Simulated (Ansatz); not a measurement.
CO$_{2}$

Input

```
crystal:
  lattice:
    - [-1.974727, 1.974727, 3.014058]
    - [1.974727, -1.974727, 3.014058]
    - [1.974727, 1.974727, -3.014058]
  atoms:
    - { symbol: O, position: [0.875, 0.959798, 0.584798] }
    - { symbol: O, position: [0.375, 0.290202, 0.415202] }
    - { symbol: O, position: [0.040202, 0.625, 0.915202] }
    - { symbol: O, position: [0.709798, 0.125, 0.084798] }
    - { symbol: C, position: [0.0, 0.0, 0.0] }
    - { symbol: C, position: [0.75, 0.25, 0.5] }
hamiltonian:
  xc: pbe
  pseudopotentials: { kind: paw }
  dispersion: d4
kpoints:
  mp_grid: { grid: [9, 9, 9] }
scf:
  occupations: { method: fermi_dirac, width: 0.05 }
output:
  forces: true
  stress: true
  write_density: true
  write_potential: true
  elf: true
  volumetric_format: npy
relax:
  f_tol: 0.01
  max_steps: 40
  cell: { stress_tol: 0.05 }
```

Launched as:

```sh
ansatz run input.yaml --threads 2 --pin off --max-ram 5632MiB --backend cpu --events-out ev --progress --plain --runs-dir out
```

Below, planes, directions and counts refer to the conventional cell (a = 3.93 Å, b = 3.93 Å, c = 5.97 Å, α = 90.00°, β = 90.00°, γ = 90.00°).

The fields are those of the run's last geometry, not of the input's.

Space group I-42d; a structure from a database of computed crystals, not necessarily the ambient phase.

All numbers below come from Kohn-Sham DFT of a periodic cell, PBE with D4, Ansatz PAW in Ansatz 0.2.0.

### What can the converged valence pseudo-density and electron localisation function tell about the bonding?

C–O (1.40 Å): ρ is about 2.2 e/Å³ halfway; the ELF peaks at about 0.85 between the atoms (a polar covalent bond).

### Metal or insulator at this level of theory?

It is gapped, with a Kohn–Sham gap of 7.7 eV on the k-point mesh (the band edges may lie off the mesh, which would make the gap smaller).

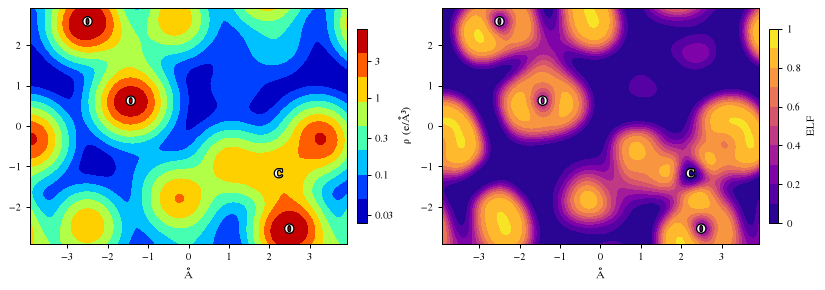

Computed valence pseudo-density and electron localisation function on the (111) plane of the conventional cell, in this order. Atoms just off the plane (O, 0.4 Å away and C, 0.5 Å away) can leave unmarked features too.

The density is the valence pseudo-density of a PAW calculation; it isn't the true density close to the nuclei.
